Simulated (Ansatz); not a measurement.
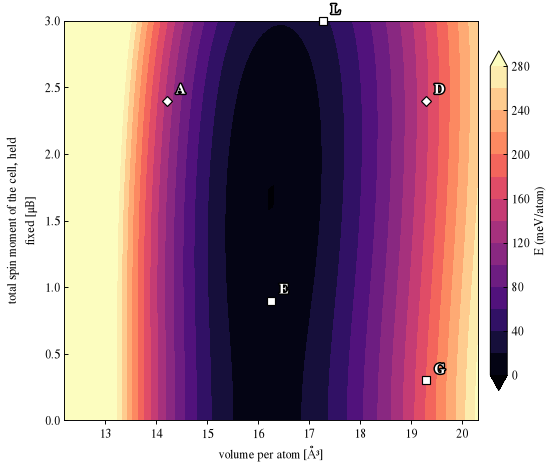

Ti3Al (Fm-3m, No. 225; 4 atoms in the cell). 
- The energy is mapped over volume and a fixed ferromagnetic moment.
- First axis: volume per atom. Second axis: total spin moment of the cell, held fixed.
- Nothing is relaxed (shape and fractional coordinates fixed).
- The grid has 9 × 11 points.
- Points are written as (first, second).
- All energies are given in meV/atom relative to the lowest grid point.
- The moment is held fixed and parallel; antiferromagnetic orders weren't tried. The electronic state followed may not be the lowest one.
- Computed with Ansatz, DFT PBEsol, scalar-relativistic, plane waves, PAW. Settings: cutoff 520 eV, k-mesh 12×12×12, gaussian smearing 0.15 eV.

Drawn: filled contours, one colour for all values above the top of the scale, lettered points. Between grid points the surface is interpolated.

Q: Is G the lowest point of the computed grid?

A: No. G lies 179 meV/atom above the lowest grid point, which is at (16.25 Å³, 1.8 μB).

Q: What kind of point is each of A, D, G: minimum, saddle, maximum or slope?

A: A: on a slope; D: on a slope; G: on a slope. (In these two coordinates alone; a stationary point may lie a little off the grid point.)

PAW datasets: the set soft_1.
